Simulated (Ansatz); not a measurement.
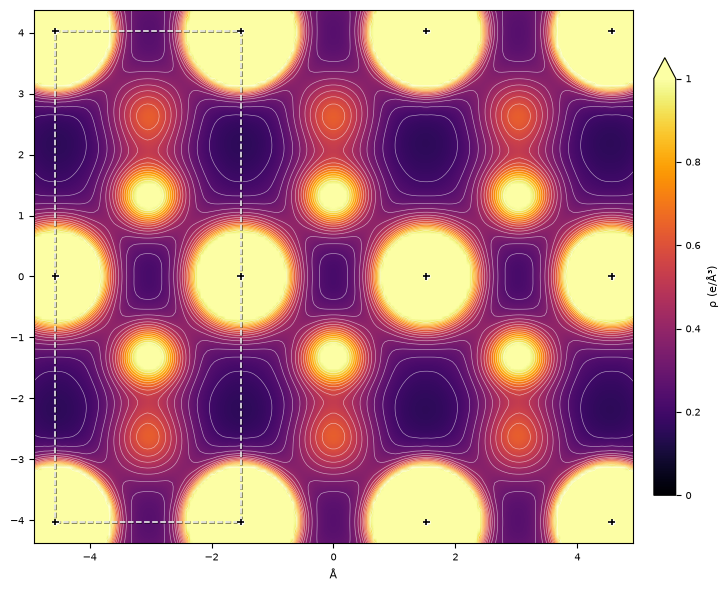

The valence charge density (pseudo) on a plane through atoms (crosses mark nuclei in the plane).

Theory: DFT PBE, scalar-relativistic, plane waves, PAW (Ansatz 0.2.0).

Candidates:
A. TaN, a = 3.04 Å, b = 3.04 Å, c = 8.05 Å, α = 90.00°, β = 90.00°, γ = 120.00°. Space group R-3m.
B. BN, a = 2.56 Å, b = 2.56 Å, c = 12.56 Å, α = 90.00°, β = 90.00°, γ = 60.00°. Space group F-43m; a structure from a database of computed crystals, not necessarily the ambient phase.

> Which system is this?

Candidate A: TaN on the (010) plane of the conventional cell, which holds Ta and N. Ta–Ta (3.04 Å): ρ at the midpoint is about 0.25 e/Å³.
